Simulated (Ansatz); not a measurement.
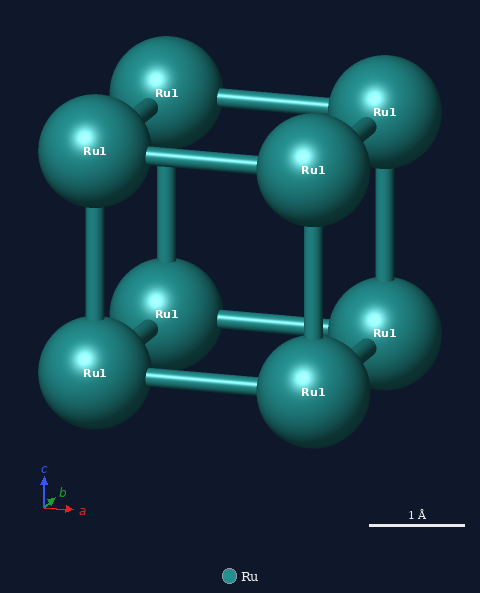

Figure 1. The structure as given in the input (ball-and-stick view of the cell of the calculation, seen slightly off an axis; atoms are numbered from 1 in the order of the input). An atom can appear more than once, as a periodic image. Near neighbours in the periodic cell (some may lie outside the picture): Ru has 6 Ru at 2.42 Å.

## Geometry relaxation of Ru

System: Ru (Pm-3m, 1 atom in the cell).
Method: DFT, LDA, PAW with Ansatz's default frozen-core files, scalar-relativistic, no spin polarisation (Ansatz 0.2.0).

The structure was built on a prototype by a generator; it need not be a known phase. It belongs to a series of runs on one base structure; here: cell relaxed at zero pressure. Figures and captions count atoms from 1; the log counts them from 0 in places.

### What the program printed
```
Engine: ansatz 0.2.0, aarch64-unknown-linux-gnu
Pseudopotentials: kind: paw
Pseudopotential: Ru, paw, valence charge 16, recommended cutoff 420 eV (normal), Ru.paw.azcp
Functional definition: SPW92
  exchange = slater_x
  correlation = pw_c
Crystal: 1 atoms, lattice volume = 14.135 Å³
Basis set: ecut = 420 eV, 257 PW (Γ)
Bands: 12, of which v1, the nominal top of the filled ones, is band 8 counted from 1 (7 counted from 0)
Symmetry: 48 space group operations
Space group: Pm-3m (ITA 221), of the structure as read, at distance tolerance 2.4e-5 Å
k-points: 165 of 4913
Non-local potential: Ru, projectors of the file, l = 0: 3, l = 1: 2, l = 2: 2, l = 3: 1
PAW form: soft (Blöchl's): semilocal exchange-correlation on the pseudo side does not see the compensation charge
PAW frozen core: Ru, regenerated for the run's functional, and the local potential with it (the file was generated under x = pbe(κ = 0.804, μ = 0.2195149727645171), c = pbe(β = 0.06672455060314922))
PAW one-centre angular grid: Ru, 590 points (default); XC on 64 Gauss nodes
Initial density: superposition of atomic densities (neutral atoms: chi_scale 0, normalization atom), corrected by the library's trained network
Initial wavefunctions: pseudopotential atomic-orbital guess
Functional: x = slater, c = lda
SCF iter   1: F=—  HF=-5757.052750 eV  |F-HF|=—  |Δ(HF+E_count)|=         —  Δρ=1.37e-2  dr2=1.54e-2  ethr=1.77e-3  ⟨swp⟩=5.0  Hψ=11124  notcnv=0
preconditioner: auto → none  [metal: Δε(μ)=0.002 eV  Ē_g=11.269 eV  σ=0.100 eV  W_gap=0.00  n_scr=6 (ndim 8)  ℏωp=27.9 eV  f_vac=0.000  D(μ)=1.34/eV (n_scr^D=18)  sad-step TF]
SCF iter   2: F=—  HF=-5757.047999 eV  |F-HF|=—  |Δ(HF+E_count)|=   4.75e-3  Δρ=6.11e-3  dr2=2.54e-3  ethr=9.63e-5  ⟨swp⟩=1.0  Hψ=3335  notcnv=0
SCF iter   3: F=—  HF=-5757.047601 eV  |F-HF|=—  |Δ(HF+E_count)|=   3.98e-4  Δρ=7.91e-4  dr2=2.55e-5  ethr=1.59e-5  ⟨swp⟩=2.2  Hψ=3099  notcnv=0
SCF iter   4: F=—  HF=-5757.047652 eV  |F-HF|=—  |Δ(HF+E_count)|=   5.17e-5  Δρ=1.07e-4  dr2=1.24e-6  ethr=1.59e-7  ⟨swp⟩=2.9  Hψ=3210  notcnv=0
iter 5 did not close the SCF: its close was put off for the readings that it lacked (scf_convergence_deferred on its scf_iter line)
SCF iter   5: F=-5757.047652 eV  HF=-5757.047652 eV  |F-HF|=1.29e-8  |Δ(HF+E_count)|=   2.60e-7  Δρ=1.57e-5  dr2=1.85e-8  ethr=7.73e-9  ⟨swp⟩=2.7  Hψ=3313  notcnv=0
SCF iter   6: F=-5757.047652 eV  HF=-5757.047652 eV  |F-HF|=4.96e-10  |Δ(HF+E_count)|=   6.81e-9  Δρ=2.71e-6  dr2=6.16e-10  ethr=1.16e-10  ⟨swp⟩=2.0  Hψ=6288  notcnv=0
SCF 1 converged in 6 iterations: F = -5757.047652 eV  dr2 = 6.16e-10
  greatest PAW one-centre occupation: 1.000 electrons in one spin orbital (limit 2), on the Ru atom at site 0 (counted from 0), in its partial waves of l = 0
relax step   1: F+E_penalty+E_count = -5757.04765213 eV  Δ(F+E_penalty+E_count) = +0.000e0 eV  max|allowed force component| = 0.000e0 eV/Å  Δτ_max = 0.0000 Å  P = +17.104 GPa  Ω = 14.135 Å³  (6 SCF iters, dr2 threshold 1.00e-7 eV, accepted)
Crystal: 1 atoms, lattice volume = 15.324 Å³
Basis set: ecut = 420 eV, 305 PW (Γ)
Initial density: handed on by an earlier stage of this run
Initial wavefunctions: those handed on with the density
iter 1 solved again at ethr=5.03e-6 eV; its pass at ethr=3.10e-3 eV (dr2=8.06e-4 eV) is discarded
SCF iter   1: F=—  HF=-5757.082726 eV  |F-HF|=—  |Δ(HF+E_count)|=         —  Δρ=3.39e-3  dr2=7.80e-4  ethr=5.03e-6  ⟨swp⟩=2.8  Hψ=15074  notcnv=0
preconditioner: auto → none  [metal: Δε(μ)=0.003 eV  Ē_g=10.525 eV  σ=0.100 eV  W_gap=0.01  n_scr=6 (ndim 8)  ℏωp=26.8 eV  f_vac=0.000  D(μ)=1.52/eV (n_scr^D=18)]
SCF iter   2: F=—  HF=-5757.082754 eV  |F-HF|=—  |Δ(HF+E_count)|=   2.82e-5  Δρ=1.76e-3  dr2=1.50e-4  ethr=4.87e-6  ⟨swp⟩=2.2  Hψ=2427  notcnv=0
SCF iter   3: F=—  HF=-5757.082806 eV  |F-HF|=—  |Δ(HF+E_count)|=   5.17e-5  Δρ=5.34e-4  dr2=4.10e-5  ethr=9.38e-7  ⟨swp⟩=2.0  Hψ=3130  notcnv=0
SCF iter   4: F=—  HF=-5757.082796 eV  |F-HF|=—  |Δ(HF+E_count)|=   9.48e-6  Δρ=4.90e-5  dr2=1.58e-7  ethr=2.56e-7  ⟨swp⟩=2.0  Hψ=2656  notcnv=0
SCF iter   5: F=-5757.082796 eV  HF=-5757.082796 eV  |F-HF|=8.28e-11  |Δ(HF+E_count)|=   2.49e-8  Δρ=7.76e-6  dr2=2.86e-9  ethr=6.25e-10  ⟨swp⟩=4.0  Hψ=6678  notcnv=0
SCF 2 converged in 5 iterations: F = -5757.082796 eV  dr2 = 2.86e-9
relax step   2: F+E_penalty+E_count = -5757.08279644 eV  Δ(F+E_penalty+E_count) = -3.514e-2 eV  max|allowed force component| = 0.000e0 eV/Å  Δτ_max = 0.0000 Å  P = -5.889 GPa  Ω = 15.324 Å³  energy of the carried Pulay correction = -1.929e-4 eV  (5 SCF iters, dr2 threshold 1.00e-7 eV, accepted)
Crystal: 1 atoms, lattice volume = 15.001 Å³
iter 1 solved again at ethr=5.74e-7 eV; its pass at ethr=3.10e-3 eV (dr2=9.18e-5 eV) is discarded
SCF iter   1: F=—  HF=-5757.089509 eV  |F-HF|=—  |Δ(HF+E_count)|=         —  Δρ=9.59e-4  dr2=7.41e-5  ethr=5.74e-7  ⟨swp⟩=2.0  Hψ=13896  notcnv=0
preconditioner: auto → none  [metal: Δε(μ)=0.003 eV  Ē_g=10.721 eV  σ=0.100 eV  W_gap=0.01  n_scr=6 (ndim 8)  ℏωp=27.1 eV  f_vac=0.000  D(μ)=1.47/eV (n_scr^D=18)]
SCF iter   2: F=—  HF=-5757.089503 eV  |F-HF|=—  |Δ(HF+E_count)|=   6.51e-6  Δρ=4.92e-4  dr2=1.16e-5  ethr=4.63e-7  ⟨swp⟩=2.2  Hψ=2561  notcnv=0
SCF iter   3: F=—  HF=-5757.089504 eV  |F-HF|=—  |Δ(HF+E_count)|=   1.45e-6  Δρ=1.69e-4  dr2=1.62e-6  ethr=7.24e-8  ⟨swp⟩=2.1  Hψ=3230  notcnv=0
SCF iter   4: F=-5757.089505 eV  HF=-5757.089505 eV  |F-HF|=4.55e-10  |Δ(HF+E_count)|=   5.59e-7  Δρ=1.16e-5  dr2=1.29e-8  ethr=6.25e-10  ⟨swp⟩=3.0  Hψ=7576  notcnv=0
SCF 3 converged in 4 iterations: F = -5757.089505 eV  dr2 = 1.29e-8
relax step   3: F+E_penalty+E_count = -5757.08950487 eV  Δ(F+E_penalty+E_count) = -6.708e-3 eV  max|allowed force component| = 0.000e0 eV/Å  Δτ_max = 0.0000 Å  P = -0.609 GPa  Ω = 15.001 Å³  energy of the carried Pulay correction = -1.420e-4 eV  (4 SCF iters, dr2 threshold 1.00e-7 eV, accepted)
Crystal: 1 atoms, lattice volume = 14.965 Å³
iter 1 solved again at ethr=4.23e-9 eV; its pass at ethr=3.10e-3 eV (dr2=6.76e-7 eV) is discarded
SCF iter   1: F=—  HF=-5757.089577 eV  |F-HF|=—  |Δ(HF+E_count)|=         —  Δρ=1.04e-4  dr2=7.04e-7  ethr=4.23e-9  ⟨swp⟩=3.3  Hψ=14482  notcnv=0
preconditioner: auto → none  [metal: Δε(μ)=0.004 eV  Ē_g=10.745 eV  σ=0.100 eV  W_gap=0.01  n_scr=6 (ndim 8)  ℏωp=27.1 eV  f_vac=0.000  D(μ)=1.46/eV (n_scr^D=18)]
SCF iter   2: F=—  HF=-5757.089577 eV  |F-HF|=—  |Δ(HF+E_count)|=   6.72e-8  Δρ=5.46e-5  dr2=1.37e-7  ethr=4.23e-9  ⟨swp⟩=2.2  Hψ=2489  notcnv=0
SCF iter   3: F=-5757.089577 eV  HF=-5757.089577 eV  |F-HF|=1.41e-8  |Δ(HF+E_count)|=   5.74e-8  Δρ=1.56e-5  dr2=2.72e-8  ethr=6.25e-10  ⟨swp⟩=4.0  Hψ=5934  notcnv=0
SCF 4 converged in 3 iterations: F = -5757.089577 eV  dr2 = 2.72e-8
relax step   4: F+E_penalty+E_count = -5757.08957683 eV  Δ(F+E_penalty+E_count) = -7.196e-5 eV  max|allowed force component| = 0.000e0 eV/Å  Δτ_max = 0.0000 Å  P = +0.009 GPa  Ω = 14.965 Å³  energy of the carried Pulay correction = -1.364e-4 eV  (3 SCF iters, dr2 threshold 1.00e-7 eV, accepted)
Initial wavefunctions: pseudopotential atomic-orbital guess (no wavefunctions were taken with the density)
iter 1 solved again at ethr=1.00e-8 eV; its pass at ethr=3.10e-3 eV (dr2=1.61e-6 eV) is discarded
SCF iter   1: F=—  HF=-5757.089751 eV  |F-HF|=—  |Δ(HF+E_count)|=         —  Δρ=1.91e-4  dr2=1.89e-7  ethr=1.00e-8  ⟨swp⟩=3.1  Hψ=17062  notcnv=0
preconditioner: auto → none  [metal: Δε(μ)=0.004 eV  Ē_g=10.744 eV  σ=0.100 eV  W_gap=0.01  n_scr=6 (ndim 8)  ℏωp=27.1 eV  f_vac=0.000  D(μ)=1.46/eV (n_scr^D=18)]
SCF iter   2: F=—  HF=-5757.089753 eV  |F-HF|=—  |Δ(HF+E_count)|=   1.78e-6  Δρ=9.52e-5  dr2=4.38e-8  ethr=1.18e-9  ⟨swp⟩=1.0  Hψ=1980  notcnv=0
SCF iter   3: F=—  HF=-5757.089753 eV  |F-HF|=—  |Δ(HF+E_count)|=   5.95e-7  Δρ=2.54e-6  dr2=2.97e-10  ethr=2.74e-10  ⟨swp⟩=1.0  Hψ=1980  notcnv=0
SCF iter   4: F=—  HF=-5757.089753 eV  |F-HF|=—  |Δ(HF+E_count)|=  1.79e-10  Δρ=9.04e-7  dr2=5.52e-11  ethr=1.86e-12  ⟨swp⟩=2.0  Hψ=3316  notcnv=0
SCF iter   5: F=-5757.089753 eV  HF=-5757.089753 eV  |F-HF|=9.09e-13  |Δ(HF+E_count)|=  1.64e-11  Δρ=3.22e-7  dr2=7.63e-12  ethr=1.00e-12  ⟨swp⟩=4.0  Hψ=8001  notcnv=0
SCF 5 converged in 5 iterations: F = -5757.089753 eV  dr2 = 7.63e-12
relax step   5: F+E_penalty+E_count = -5757.08975345 eV  Δ(F+E_penalty+E_count) = -1.766e-4 eV  max|allowed force component| = 0.000e0 eV/Å  Δτ_max = 0.0000 Å  P = +0.036 GPa  Ω = 14.965 Å³  stress off target by 3.63e-2 GPa  SCF on the basis re-selected at this cell (its energy is not comparable with the rows above)  (5 SCF iters)
```

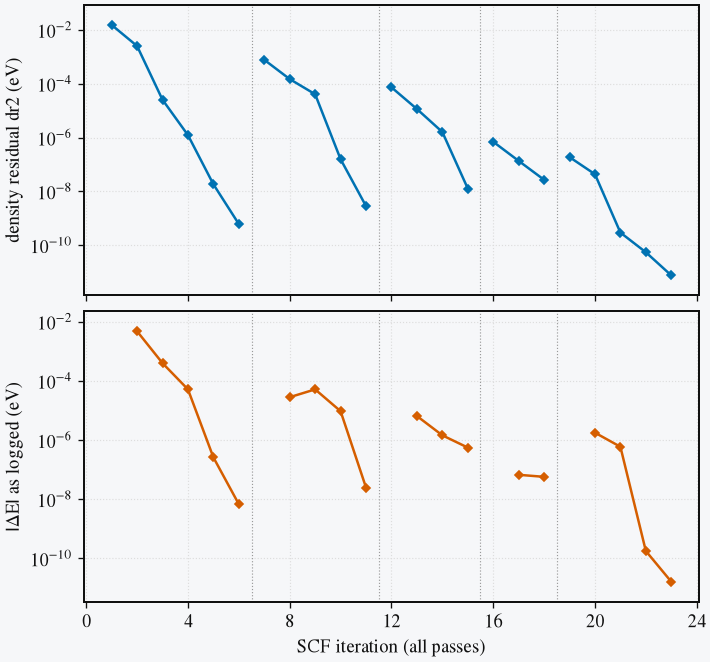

Figure 2. Convergence of the self-consistent field: density residual dr2 and size of the energy change against the SCF iteration. The dotted lines part the SCF passes of the relaxation: geometry steps, rejected trials and re-solves on a re-selected basis. The 5 passes take 3 to 6 iterations each, 23 in all.

```
basis re-selected at this cell: Δ(F+E_penalty+E_count) = -1.766e-4 eV, ΔP = +0.027 GPa vs the last step (what re-selecting the basis moved, of the pressure what is left beyond the Pulay correction that the steps carried, after the strain that the cell walked since its last selection, with what the two solves' SCF thresholds leave and, on support functions, any second-order correction that the steps lacked; it is no measure of the basis error at this ecutwfc). This SCF's stress stands 3.63e-2 GPa from its target on what of the cell is left free (relax.cell.stress_tol is 5.00e-2 GPa) and its largest allowed force component is 0.00e0 eV/Å (relax.f_tol is 5.00e-3 eV/Å): within both
SCF converged after 5 iterations
Free energy (F): -5757.089753 eV
Harris-Foulkes:  -5757.089753 eV  (|F-HF|=9.09e-13)
Internal energy: -5757.042297 eV  (E = F + TS)
E sigma→0 (E₀):  -5757.066025 eV
Entropy (-TS):   -0.047456 eV (-47.456 meV/atom)
Fermi energy:    20.806822 eV
--- Per-component energies (eV) ---
  E_band       = -94.750573
  E_kinetic    = 516.996703
  E_local      = -1445.999291  (includes V_loc(G=0)·N_el)
  E_nonlocal   = 351.135750
  E_hartree    = 474.066726
  E_xc         = -189.136520
  E_vxc        = -238.385313  (∫ρ·V_xc dr)
  E_paw        = -3342.555576  (= ΣΔE_a)
  E_vpaw       = -226.631546  (= ΣTr[D̂ρ^β])
  E_aug_tail   = -0.000211  (compensation charges beyond the density's cutoff)
  E_ewald      = -2122.121563
  E_core_change = 0.571685  (= ΣΔE_core)
  E_smearing   = -0.047456  (= −TS)
  E_closure    = -0.000000  (closes the sum)
  Σ components = -5757.089753   (vs F -5757.089753, Δ=0.00e0)
--- Forces (eV/Å), atoms counted from 1 ---
  atom   1  Ru     0.00000000    -0.00000000    -0.00000000
  max |Σ_I F_I| component: 3.29e-32 eV/Å
--- Stress (GPa, compression-positive) ---
        0.036309       0.000000      -0.000000
        0.000000       0.036309       0.000000
       -0.000000       0.000000       0.036309
  P = ⅓ Tr σ = 0.0363 GPa (0.363 kbar)
--- Relaxed structure (4 steps of the walk, 4 accepted, 1 SCFs on fresh bases) ---
  F+E_penalty+E_count = -5757.08975345 eV   max|allowed force component| = 0.000e0 eV/Å   (the final SCF, on the basis selected at the relaxed cell)
  cell:  # Å, volume = 14.9654 Å³
    - [2.4643159239431593, 8.385819966186088e-34, -3.932106969790605e-34]
    - [8.385819966186088e-34, 2.4643159239431593, 0.0]
    - [-9.067920154823235e-34, 0.0, 2.4643159239431593]
  atoms:
    - { symbol: Ru, position: [0.0, 0.0, 0.0] }
```

### Trajectory as extended XYZ (Å, eV, eV/Å), 5 frames, from step=1 to step=5
```
1
Lattice="2.4179 0.0000 0.0000 0.0000 2.4179 0.0000 0.0000 0.0000 2.4179" Properties=species:S:1:pos:R:3:forces:R:3 step=1 energy=-5757.04765 pressure_GPa=17.10
Ru    0.0000    0.0000    0.0000    0.0000   0.0000   0.0000
1
Lattice="2.4838 0.0000 0.0000 0.0000 2.4838 0.0000 0.0000 0.0000 2.4838" Properties=species:S:1:pos:R:3:forces:R:3 step=2 energy=-5757.08280 pressure_GPa=-5.89
Ru    0.0000    0.0000    0.0000    0.0000   0.0000   0.0000
1
Lattice="2.4663 0.0000 0.0000 0.0000 2.4663 0.0000 0.0000 0.0000 2.4663" Properties=species:S:1:pos:R:3:forces:R:3 step=3 energy=-5757.08950 pressure_GPa=-0.61
Ru    0.0000    0.0000    0.0000    0.0000   0.0000   0.0000
1
Lattice="2.4643 0.0000 0.0000 0.0000 2.4643 0.0000 0.0000 0.0000 2.4643" Properties=species:S:1:pos:R:3:forces:R:3 step=4 energy=-5757.08958 pressure_GPa=0.01
Ru    0.0000    0.0000    0.0000    0.0000   0.0000   0.0000
1
Lattice="2.4643 0.0000 0.0000 0.0000 2.4643 0.0000 0.0000 0.0000 2.4643" Properties=species:S:1:pos:R:3:forces:R:3 step=5 energy=-5757.08975 pressure_GPa=0.04
Ru    0.0000    0.0000    0.0000    0.0000   0.0000   0.0000
```

The run was set up as follows.

### Input file
```yaml
crystal:
  lattice:
    - [2.4178666626, 0.0, 0.0]
    - [0.0, 2.4178666626, 0.0]
    - [0.0, 0.0, 2.4178666626]
  atoms:
    - { symbol: Ru, position: [0.0, 0.0, 0.0] }
kpoints:
  mp_grid: { grid: [17, 17, 17] }
scf:
  occupations: { method: fermi_dirac, width: 0.1 }
hamiltonian:
  xc: lda
  pseudopotentials: { kind: paw }
output:
  forces: true
  stress: true
relax:
  f_tol: 0.005
  max_steps: 40
  cell: {}
```

Launch command:
```bash
ansatz run input.yaml --threads 1 --pin off --max-ram 2048MiB --backend cpu --events-out ev --progress --plain --runs-dir out
```

### Key numbers

- outcome: converged
- space group (tolerance 0.01 Å): Pm-3m (221)
- electrons treated: 16
- free energy: −5757.0898 eV
- Fermi energy: 20.807 eV
- pressure: 0.04 GPa
- final volume: 14.97 Å³
- largest force (length of the vector) at the end: under 0.001 eV/Å
- final cell: a = 2.464 Å, b = 2.464 Å, c = 2.464 Å, α = 90.00°, β = 90.00°, γ = 90.00°
- hardware: 1 thread of Arm Neoverse V1, 24 GiB of memory available, shared host
- wall time: 9.2 s
- peak memory: 0.29 GiB
